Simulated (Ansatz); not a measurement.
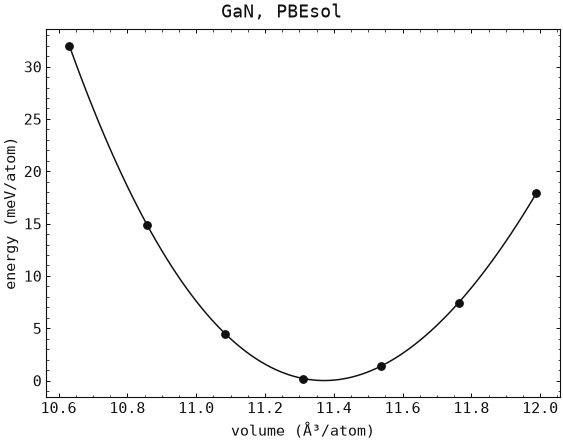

The figure shows the energy against volume for GaN, space group P6_3mc (No. 186).

The given structure:
```
CELL_PARAMETERS angstrom
3.18000 0.00000 0.00000
-1.59000 2.75396 0.00000
0.00000 0.00000 5.16600
ATOMIC_POSITIONS crystal
Ga 0.66667 0.33333 0.50000
Ga 0.33333 0.66667 0.00000
N 0.66667 0.33333 0.87500
N 0.33333 0.66667 0.37500
```

How it was computed, with Ansatz 0.2.0: plane-wave DFT, no spin polarisation; energies at scaled volumes of the given cell, shape and fractions fixed, counted from the fit's minimum, third-order Birch-Murnaghan fit. Level: PBEsol.

```json
{"setting": "k mesh", "value": "10×10×5"}
{"setting": "occupations", "value": "Fermi–Dirac"}
{"setting": "smearing width", "value": "0.05 eV"}
{"setting": "potentials", "value": "Ansatz PAW"}
{"setting": "wave cutoff", "value": "420 eV"}
{"setting": "density cutoff", "value": "1680 eV"}
```

This calculation gives: equilibrium volume 11.37 Å³/atom and bulk modulus 188 GPa.

Now the level changes from PBEsol to revPBE. What happens?

The equilibrium volume rises from 11.37 to 11.96 Å³/atom (+5.2 %) and the bulk modulus falls from 188 to 164 GPa (−13 %).

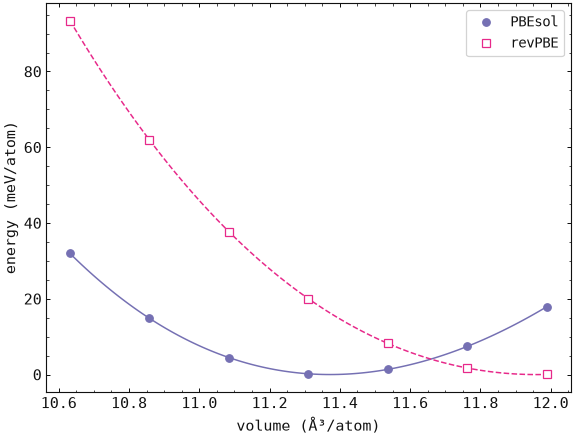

The two results together.

For PBEsol, limits of the calculation: shape and atomic fractions are frozen while scaling, which makes layered, chain and framework solids too stiff.

For revPBE, limits of the calculation: the fit and the printed pressures don't fully agree, or the minimum lies near the end of the range; the functional was run on potentials made for another functional; shape and atomic fractions are frozen while scaling, which makes layered, chain and framework solids too stiff.

V0 and the bulk modulus come from third-order Birch–Murnaghan fits.
